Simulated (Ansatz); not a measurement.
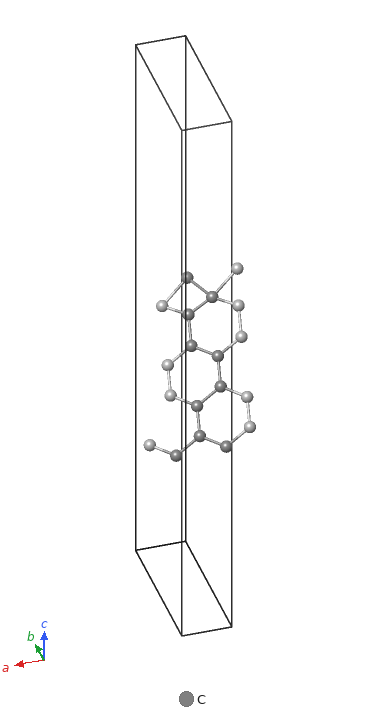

Shown here is a ball-and-stick view of the crystal, taken from a general direction. The lines enclose the simulation cell; boundary atoms appear with their images. Bonded neighbours in the next cells are drawn too, in fainter colours.

Characterise what is shown.

- The element is carbon.
- The cell holds nine atoms.
- Numbers of bonded neighbours, as drawn: C 2 to 4 (mean 2.9).

The initial geometry was a structure listed in the Materials Project, from which a slab was cut and an adsorbate added. The atoms were relaxed in a fixed cell with DFT PBEsol, scalar-relativistic, plane waves, PAW in Ansatz 0.2.0, but for four held in place.

At this level of theory the run's own cell isn't at rest (forces up to 6.2 eV/Å), so its distances can differ from those at equilibrium, the more so the softer the solid.
